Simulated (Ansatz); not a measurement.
# A series of single points on TiSi$_{2}$

System: TiSi$_{2}$ (P6/mmm, 3 atoms in the cell).
Method: Kohn-Sham DFT of a periodic cell, PBE, Ansatz NC, no spin polarisation (Ansatz 0.2.0).

The 5 runs differ only in the geometry, by an even scaling of the cell at fixed fractional positions. The structure was built on a prototype by a generator; it need not be a known phase.

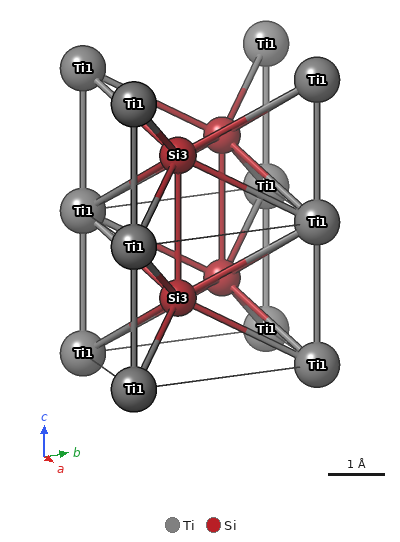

Figure 1. The structure of run 3 (ball-and-stick view of the cell of the calculation, repeated 1 × 1 × 2, seen slightly off an axis; atoms are numbered from 1 in the order of the input).

**Input of run 3**
```yaml
crystal:
  lattice:
    - [4.4036119702, 0.0, 0.0]
    - [-2.2018059851, 3.8136404663, 0.0]
    - [0.0, 0.0, 2.5779708254]
  atoms:
    - { symbol: Ti, position: [0.0, 0.0, 0.0] }
    - { symbol: Si, position: [0.33333, 0.66667, 0.5] }
    - { symbol: Si, position: [0.66667, 0.33333, 0.5] }
hamiltonian:
  xc: pbe
  pseudopotentials: { kind: nc }
kpoints:
  mp_grid: { grid: [7, 7, 10] }
scf:
  occupations: { method: fermi_dirac, width: 0.05 }
output:
  forces: true
  stress: true
  eigenvalues: true
```

Command:
```bash
ansatz run input.yaml --threads 2 --pin off --max-ram 5632MiB --backend cpu --events-out ev --progress --plain --runs-dir out
```

Lattice vectors (Å) and fractional positions of run 3:
```
   4.403612    0.000000    0.000000
  -2.201806    3.813640    0.000000
   0.000000    0.000000    2.577971
Ti  0.000000  0.000000  0.000000
Si  0.333330  0.666670  0.500000
Si  0.666670  0.333330  0.500000
```

Run 2 differs from it as follows:
```diff
-    - [4.4036119702, 0.0, 0.0]
-    - [-2.2018059851, 3.8136404663, 0.0]
-    - [0.0, 0.0, 2.5779708254]
+    - [4.3452791153, 0.0, 0.0]
+    - [-2.1726395577, 3.7631227238, 0.0]
+    - [0.0, 0.0, 2.5438214955]
```

**Results, with one run withheld**

```tsv
run	volume per atom (Å³)	free energy per atom, from the lowest run given (meV)	pressure (GPa)
1	13.582	6.93	5.78
2	13.865	?	?
3	14.431	0.00	−2.67
4	14.714	6.69	−4.86
5	14.997	17.00	−6.77
```

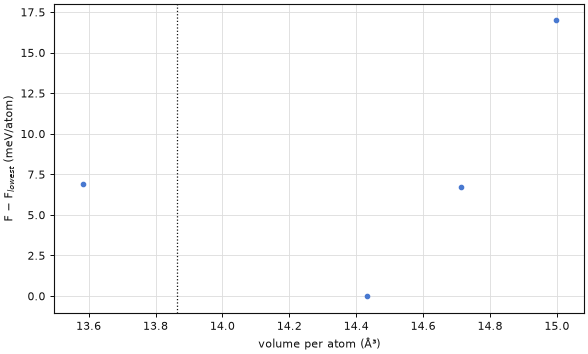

Figure 2. Free energy per atom of the runs given; the dotted line marks run 2.

Estimate the energy of run 2 from the others.

A quadratic polynomial in V^(−2/3) (the Birch–Murnaghan form), fitted to the 4 runs given, misses them by at most 0.05 meV per atom. With x = V^(−2/3) − 0.16884 Å⁻², it reads F = −0.23763 − 1970.5 x + 4.4234e+05 x² (meV per atom). At run 2 it gives −0.29 meV per atom, and the run itself gives −0.45. The slope of the fit gives a pressure −dF/dV of 2.60 GPa there, and the run prints 2.63 GPa. The fit has its minimum at 14.133 Å³ per atom, where V d²F/dV² gives 130 GPa. Cell shape and fractional positions are held, so this is the stiffness under even scaling; the relaxed bulk modulus wasn't computed.

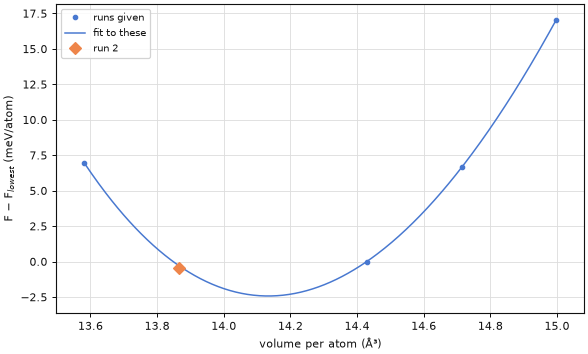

Figure 3. The fit and the withheld run.

**Output, shortened to warnings, some set-up lines, iterations and results (run 2)**
```
Warning: the atoms were moved onto the symmetric positions of the space group found under crystal.symmetry.tolerance 1.0e-5 (fractional; no operation is sought that the atoms, as they stand in a round, miss by more than twice it, and no atom is moved by as much as it), and the run uses the moved positions. Before a round's move an operation carried an atom to 4.35e-5 Å from where it should land, …
Basis set: ecut = 1155 eV, 3651 PW (Γ), exchange–correlation on 100×100×60 points (8 copies of the dense FFT grid, shifted against one another)
Symmetry: 24 space group operations
k-points: 48 of 490
Initial density: superposition of atomic densities (chi_scale 0.1, normalization cell, long waves kept (reshape's long-wave potential 0.00 eV rms))
[...]
SCF iter   1: F=—  HF=-1849.797909 eV  |F-HF|=—  |Δ(HF+E_count)|=         —  Δρ=5.40e-2  dr2=2.35e0  ethr=3.10e-3  ⟨swp⟩=7.1  Hψ=4610  notcnv=0
SCF iter   2: F=—  HF=-1849.433554 eV  |F-HF|=—  |Δ(HF+E_count)|=   3.64e-1  Δρ=2.91e-2  dr2=3.21e-1  ethr=3.10e-3  ⟨swp⟩=3.1  Hψ=1367  notcnv=0
SCF iter   3: F=—  HF=-1849.332311 eV  |F-HF|=—  |Δ(HF+E_count)|=   1.01e-1  Δρ=1.54e-2  dr2=1.39e-1  ethr=1.61e-3  ⟨swp⟩=3.3  Hψ=1562  notcnv=0
SCF iter   4: F=—  HF=-1849.312046 eV  |F-HF|=—  |Δ(HF+E_count)|=   2.03e-2  Δρ=2.71e-3  dr2=1.94e-3  ethr=6.96e-4  ⟨swp⟩=2.9  Hψ=1101  notcnv=0
SCF iter   5: F=—  HF=-1849.311496 eV  |F-HF|=—  |Δ(HF+E_count)|=   5.50e-4  Δρ=1.07e-3  dr2=5.03e-4  ethr=9.70e-6  ⟨swp⟩=2.8  Hψ=1424  notcnv=0
SCF iter   6: F=—  HF=-1849.311420 eV  |F-HF|=—  |Δ(HF+E_count)|=   7.59e-5  Δρ=4.37e-4  dr2=9.36e-5  ethr=2.52e-6  ⟨swp⟩=1.4  Hψ=737  notcnv=0
SCF iter   7: F=—  HF=-1849.311377 eV  |F-HF|=—  |Δ(HF+E_count)|=   4.31e-5  Δρ=3.00e-5  dr2=2.45e-7  ethr=4.68e-7  ⟨swp⟩=2.1  Hψ=881  notcnv=0
SCF iter   8: F=-1849.311377 eV  HF=-1849.311377 eV  |F-HF|=5.51e-9  |Δ(HF+E_count)|=   3.92e-7  Δρ=8.80e-6  dr2=1.01e-8  ethr=5.00e-10  ⟨swp⟩=9.6  Hψ=4067  notcnv=0
SCF 1 converged in 8 iterations: F = -1849.311377 eV  dr2 = 1.01e-8
SCF converged after 8 iterations
Free energy (F): -1849.311377 eV
Harris-Foulkes:  -1849.311377 eV  (|F-HF|=5.51e-9)
Internal energy: -1849.295937 eV  (E = F + TS)
E sigma→0 (E₀):  -1849.303657 eV
Entropy (-TS):   -0.015441 eV (-5.147 meV/atom)
Fermi energy:    13.336390 eV
--- Per-component energies (eV) ---
  E_band       = -101.502289
  E_kinetic    = 745.501486
  E_local      = -1449.525887  (includes V_loc(G=0)·N_el)
  E_nonlocal   = 47.512828
  E_hartree    = 457.602005
  E_xc         = -326.847327
  E_vxc        = -360.196768  (∫ρ·V_xc dr)
  E_ewald      = -1323.539042
  E_smearing   = -0.015441  (= −TS)
  E_closure    = 0.000000  (closes the sum)
  Σ components = -1849.311377   (vs F -1849.311377, Δ=0.00e0)
--- Forces (eV/Å), atoms counted from 1 ---
  atom   1  Ti    -0.00000000     0.00000000     0.00000000
  atom   2  Si     0.00000000     0.00000000     0.00000000
  atom   3  Si    -0.00000000    -0.00000000     0.00000000
  max |Σ_I F_I| component: 2.10e-30 eV/Å
--- Stress (GPa, compression-positive) ---
        2.805787      -0.000000       0.000000
       -0.000000       2.805787       0.000000
        0.000000       0.000000       2.288149
  P = ⅓ Tr σ = 2.6332 GPa (26.332 kbar)
```

The program warns: the structure was made exactly symmetric.
